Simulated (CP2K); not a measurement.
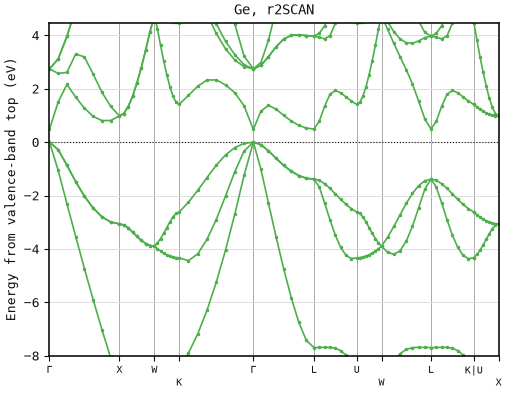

Band structure. Energies are counted from the top of the valence band.

Which Bravais lattice do the labels of the path belong to?

Answer. A face-centred cubic lattice: the path Γ–X–W–K–Γ–L–U–W–L–K|U–X runs through the special points of its Brillouin zone.

Calculation on diamond-type Ge, space group Fd-3m, 2 atoms in the primitive cell; cubic a = 5.658 Å.

Computed with CP2K 2026.2: r2SCAN, POTENTIAL_UZH Ge GTH-SCAN-q4; TZVP-MOLOPT-SCAN-GTH basis, no spin polarisation, no spin-orbit coupling, 8×8×8 k mesh, Fermi-Dirac smearing of 0.1 eV.

Read off the fundamental gap and say whether it is direct.

Answer. The material is gapped. The gap along this path is 0.47 eV and direct: both edges lie at Γ. At L the lowest conduction band lies only 0.02 eV higher.

What are the direct gaps at L, X and K?

Answer. The direct gaps are 1.88 eV at L, 4.04 eV at X and 4.03 eV at K.

The basis of atomic orbitals isn't converged, which shifts gaps and empty levels. Spin-orbit coupling is left out, which matters for Ge. Measured Ge has an indirect gap, with the conduction bottom at L. LDA, GGA and most meta-GGA functionals understate gaps.
